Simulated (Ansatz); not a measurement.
## Electronic structure of Zn4O in real space

Input file:

```
crystal:
  lattice:
    - [1.4910293549, 0.8608461994, 8.8147813998]
    - [-1.4910293549, 0.8608461994, 8.8147813998]
    - [0.0, -1.7216923988, 8.8147813998]
  atoms:
    - { symbol: Zn, position: [0.3832534717, 0.3832534717, 0.3832534717] }
    - { symbol: Zn, position: [0.7943238797, 0.7943238797, 0.7943238797] }
    - { symbol: Zn, position: [0.2056761203, 0.2056761203, 0.2056761203] }
    - { symbol: Zn, position: [0.6167465283, 0.6167465283, 0.6167465283] }
    - { symbol: O, position: [0.0, 0.0, 0.0] }
basis:
  ecutwfc: 420
kpoints:
  mp_grid: { grid: [12, 12, 12] }
  band_path:
    path:
      - [[0.0, 0.0, 0.0], [0.5, 0.5, 0.5], [0.8269751, 0.1730249, 0.5]]
      - [[0.5, -0.1730249, 0.1730249], [0.5, 0.0, 0.0], [0.0, 0.0, 0.0], [0.33651245, -0.33651245, 0.0]]
      - [[0.66348755, 0.0, 0.33651245], [0.5, 0.0, 0.5], [0.0, 0.0, 0.0]]
    npoints: 14
hamiltonian:
  xc: pbe
scf:
  occupations: { method: gaussian, width: 0.1 }
  n_extra_bands: 12
output:
  forces: true
  stress: true
  eigenvalues: true
  populations: true
  dos: { projected: true, de: 0.02, nscf_kmesh: { grid: [15, 15, 15] } }
  bader: true
  write_density: true
  write_potential: true
  elf: true
  volumetric_format: npy
```

Command:

```sh
ansatz run input.yaml --threads 1 --pin off --max-ram 2560MiB --backend cpu --events-out ev --progress --plain --runs-dir out
```

Below, planes, directions and counts refer to the conventional cell (a = 2.98 Å, b = 2.98 Å, c = 26.44 Å, α = 90.00°, β = 90.00°, γ = 120.00°).

Space group R-3m; a generated structure, not necessarily the stable one.

The calculation used DFT PBE, scalar-relativistic, plane waves, PAW (Ansatz 0.2.0).

In a PAW calculation such maps are meaningful between the atoms, not at the nuclei.

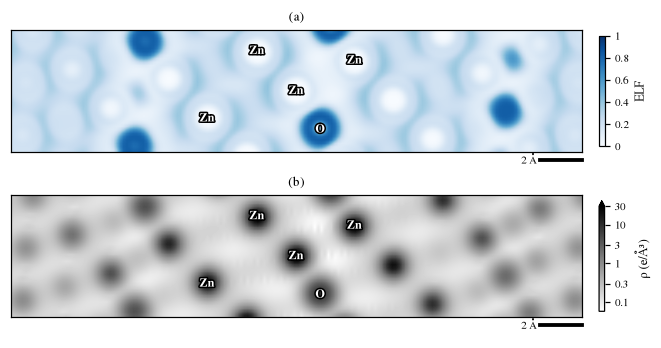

Figure 1. (a) electron localisation function; (b) valence pseudo-density on the (111) plane of the conventional cell.

Read the bonding off the picture.

The section cuts through Zn and O sites.
Atoms just off the plane (Zn, 0.3 Å away and O, 0.4 Å away) can leave unmarked features too.
Zn–O (2.17 Å): the density is about 0.39 e/Å³ at the midpoint; the ELF peaks at about 0.80 in the valence shell of O, 0.6 Å from its nucleus, and is about 0.15 at the midpoint; no localised pair shows between them.
Between the atoms the lowest density in this plane is 0.06 e/Å³.

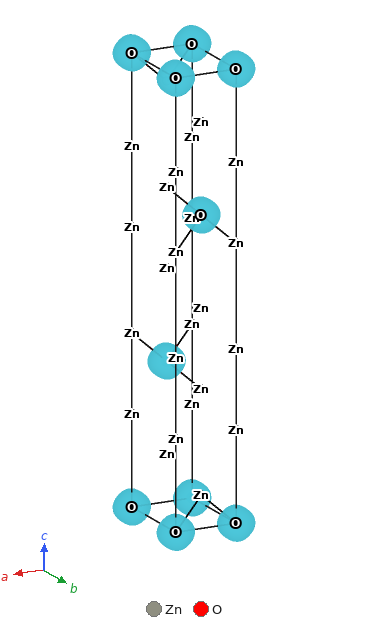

Figure 2. Isosurface of the electron localisation function at 0.6 (cyan), seen at an oblique angle. Core shells and regions of very low density are left out. Sticks mark near contacts.

Describe the localisation domains.

The ELF exceeds this value in three regions wrapped around O (the valence shell of each), counted in one cell of 15 atoms. Any copies at cell faces, edges or corners count once.

What Bader charges does the calculation give?

Electrons move from Zn towards O. Bader charges: Zn 0.00 to +0.62 and O −1.25 e.

Does the calculation give a band gap?

It is gapless in this calculation (a metal or semimetal).
